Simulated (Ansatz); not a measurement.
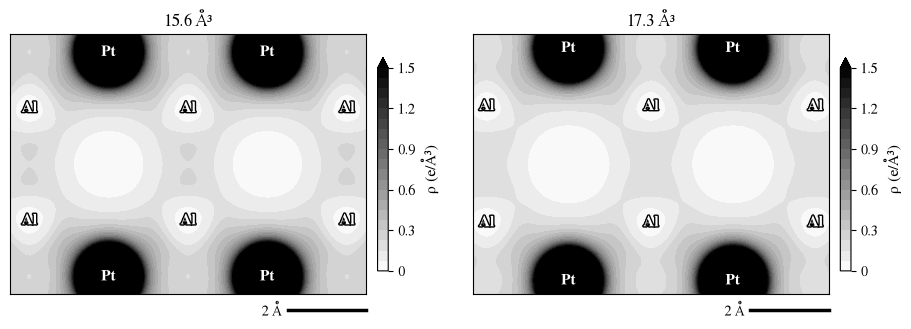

Al$_{2}$Pt. The valence electron density of cells scaled evenly to different volumes (given per atom above each panel), on the (011̄) plane of each (indices in the axes of the cell below), at one length scale and on one colour scale.

Level of theory: Kohn-Sham DFT of a periodic cell, PBE, Ansatz PAW (Ansatz 0.2.0).

In a PAW calculation such maps are meaningful between the atoms, not at the nuclei.

The largest cell:

```xyz
3
Lattice="0.0000 2.9584 2.9584 2.9584 0.0000 2.9584 2.9584 2.9584 0.0000" Properties=species:S:1:pos:R:3 pbc="T T T"
Pt    0.0000    0.0000    0.0000
Al    4.4377    4.4377    4.4377
Al    1.4792    1.4792    1.4792
```

| volume (Å³/atom) | Al–Pt contact in the plane (Å) | ρ at its midpoint (e/Å³) | pressure (GPa) | 
| --- | --- | --- | --- |
| 15.56 | 2.475 | 0.503 | 20.0 | 
| 16.91 | 2.545 | ? | ? | 
| 17.26 | 2.562 | 0.435 | 2.0 | 

Question: Estimate the missing row, and compare with the calculation.

Answer: Over the known rows ln ρ falls by 1.67 per Å of Al–Pt distance (the line through the two), which gives 0.448 e/Å³ at 2.545 Å; the calculation gives 0.448 e/Å³. For the pressure, a straight line in volume between the neighbouring rows gives 5.7 GPa; the calculation gives 5.0, lower because pressure rises ever faster on compression.
